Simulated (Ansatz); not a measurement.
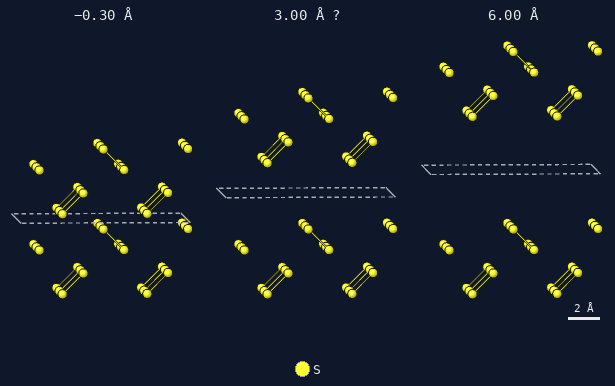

Energy scan for solid S (P4_2/mnm), in which the crystal is pulled apart rigidly along the normal of the (1 0 0) plane of the conventional cell, at a cut between a plane of S below and one of S above, 1.40 Å apart. One cut stands in each cell, which starts 11.0 Å high; nothing is relaxed, and the dashed outline marks the cut. Style: ball-and-stick. Shown: the layers on both sides of the cut, from the side, nearly along the cut plane.

The calculation used DFT PBE+D3(BJ), scalar-relativistic, plane waves, PAW in Ansatz 0.2.0. Set-up: plane-wave cutoff 420 eV; k-point mesh 9 × 16 × 5; occupations gaussian; smearing width 0.15 eV; no spin polarisation. Energies (free energies at the smearing named) are counted from the relaxed crystal.

| opening (Å) | ΔE per area (J/m²) |
| --- | --- |
| −0.30 | 0.041 |
| −0.15 | 0.008 |
| 0.00 | 0.000 |
| 0.25 | 0.022 |
| 0.50 | 0.066 |
| 0.75 | 0.116 |
| 1.00 | 0.164 |
| 1.50 | 0.243 |
| 2.00 | 0.301 |
| 3.00 | ? |
| 4.50 | 0.415 |
| 6.00 | 0.430 |

> Fill in the missing row.

A straight line between the two neighbours gives 0.347 J/m². A cubic through the four nearest rows (1.50, 2.00, 4.50, 6.00) gives, with Lagrange weights, (−0.6667)(0.243) + (1.3500)(0.301) + (0.4000)(0.415) + (−0.0833)(0.430) = 0.375 J/m². The calculation gives 0.372 J/m², so the cubic is 0.003 J/m² too high and the straight line 0.025 J/m² too low, as the curve bends downwards here.

The whole profile:

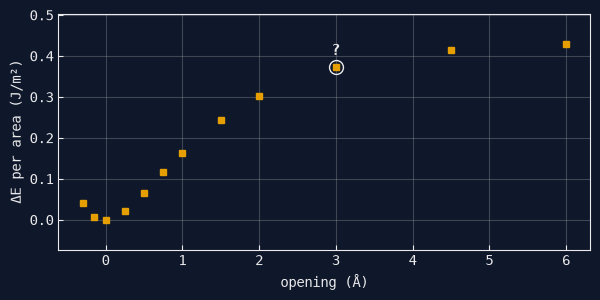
